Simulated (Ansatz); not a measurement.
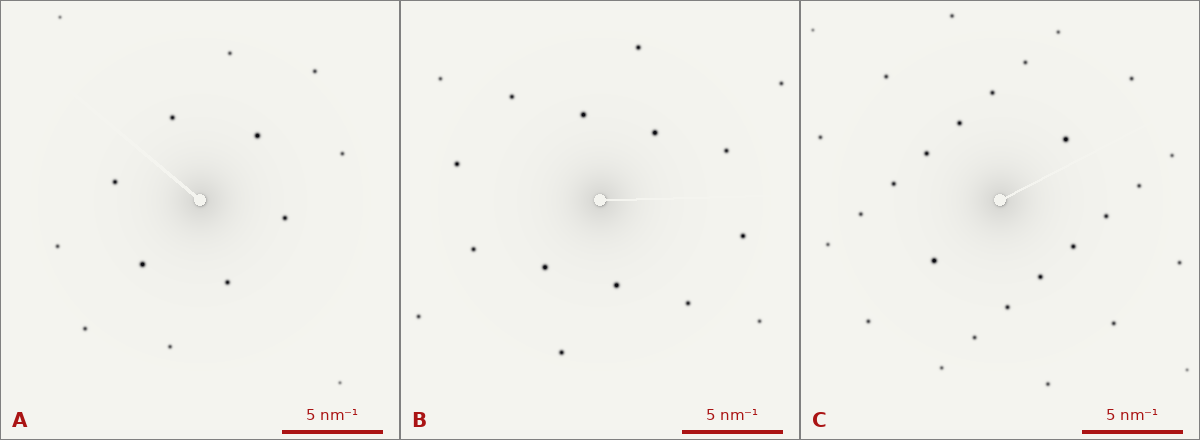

Kinematic zone-axis patterns, calculated for 200 keV electrons with B = 0.5 Å².

All three come from Mo, space group Fddd (No. 70), a = 2.653 Å, b = 5.425 Å, c = 8.936 Å. Structure: the input geometry of an electronic-structure calculation (not necessarily at equilibrium); the starting structure was generated, so it need not be a known form of this composition.

Assign the zone axes [011], [101], [110] to A, B and C.

Answer. A is [011]: centred rectangular net of 0 2 -2 at d = 2.32 Å and 1 1 -1 at d = 2.30 Å, at 60.2°. B is [101]: centred rectangular net of 0 2 0 (itself extinct) at d = 2.71 Å and 1 1 -1 at d = 2.30 Å, at 64.9°. C is [110]: centred rectangular net of 0 0 2 (itself extinct) at d = 4.47 Å and 1 -1 1 at d = 2.30 Å, at 75.1°.
